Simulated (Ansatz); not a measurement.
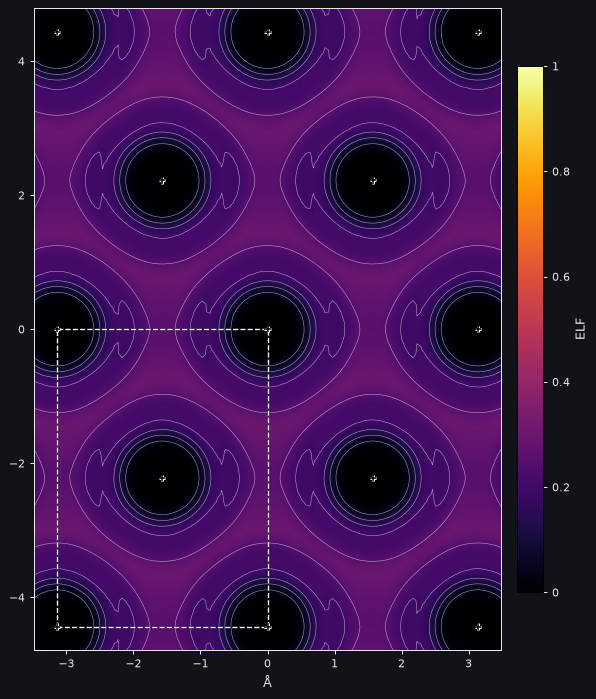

The electron localisation function on a plane through atoms (crosses mark nuclei in the plane).

All numbers below come from Kohn-Sham DFT of a periodic cell, PBE, Ansatz PAW (Ansatz).

Candidates:
A. Ge, a = 3.79 Å, b = 3.87 Å, c = 2.71 Å, α = 90.00°, β = 90.00°, γ = 90.00°. Space group Cmmm; a generated structure, not necessarily the stable one.
B. Zn, a = 3.14 Å, b = 3.14 Å, c = 3.14 Å, α = 90.00°, β = 90.00°, γ = 90.00°. Space group Im-3m; a structure from a database of computed crystals, not necessarily the ambient phase.

Which candidate gave the map?

Answer. Candidate B: Zn on the (11̄0) plane of the conventional cell, which holds Zn. Zn–Zn (2.72 Å): the ELF is about 0.30 at the midpoint; no shared electron pair shows on this line.
